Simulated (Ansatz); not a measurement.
# Gap against strain: armchair BP nanoribbon (N = 4, H edges)

Set-up. Ansatz 0.2.0, plane waves with PAW datasets, PBE, Fermi-Dirac smearing of 0.05 eV, no spin-orbit coupling. The period is scaled from its relaxed value of 5.603 Å and the atoms relax, within the symmetry of the start, at each strain ε (in %); gaps, in eV, are read on a band path.

| period (Å) | energy (eV a cell) | place of the conduction minimum (Γ = 0, Z = 1) | ε | gap |
| --- | --- | --- | --- | --- |
| 5.379 | +0.173 | 0.00 | −4 | 1.721 |
| 5.491 | +0.041 | 0.00 | −2 | 1.774 |
| 5.603 | 0.000 | 0.00 | 0 | 1.713 |
| 5.715 | +0.041 | 0.00 | 2 | 1.645 |
| 5.827 | +0.159 | 0.00 | 4 | 1.581 |

One run is withheld: period (Å) = 5.939, with ε = 6. Fit a straight line gap = a + b × ε to the 5 rows shown and predict it.

**Fit.** The means are 0 for ε and 1.687 for gap. The sum of products of deviations is −0.8186 and the sum of squares in ε is 40, so b = −0.8186 / 40 = −0.02046 and a = 1.687 − (−0.02046) × 0 = 1.687. The residuals' standard deviation, with 3 degrees of freedom, is σ = 0.044.

**Prediction.** gap = 1.687 + (−0.02046) × 6 = 1.564. The run gave 1.527, so the prediction less the run is +0.037. The standard error of a prediction there, σ√(1 + 1/5 + (6 − 0)²/40), is 0.063, and the miss is 0.58 times that, for a point outside the fitted range. With so few rows σ is itself uncertain.

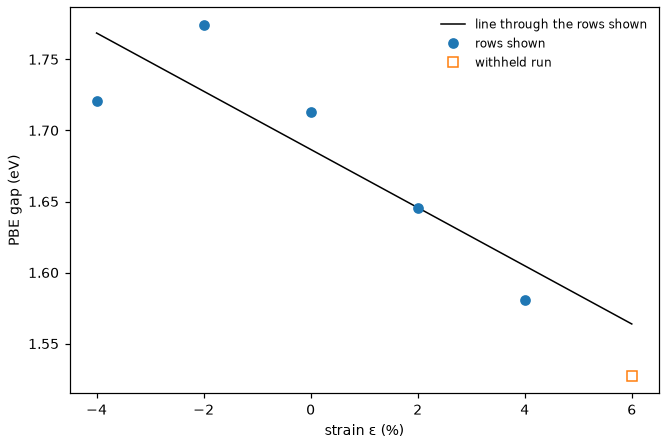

The fitted line, the rows shown and the withheld run.

The gap does not move one way: it turns somewhere between ε = -4 and 0 %, and the true extreme can lie between the rows, beyond the values shown.

Caveats: Kohn-Sham gaps of a wire among periodic images, which in a check on one flat ribbon (7 Å apart) lowered the gap by 0.2 eV and flattened the slope; the slope b × 100 is a mean deformation potential of the gap, in eV per unit strain. Between neighbouring runs it lies between −3.4 and 2.7 eV, so a bend, a kink or scatter between runs makes one line a rough account. The unstrained row comes from a denser mesh than the others, which shifts its energy a little. Series of this kind are told only where this holds: a gap at every strain (compound wires with polar facets were set aside first). 88 of 101 did.
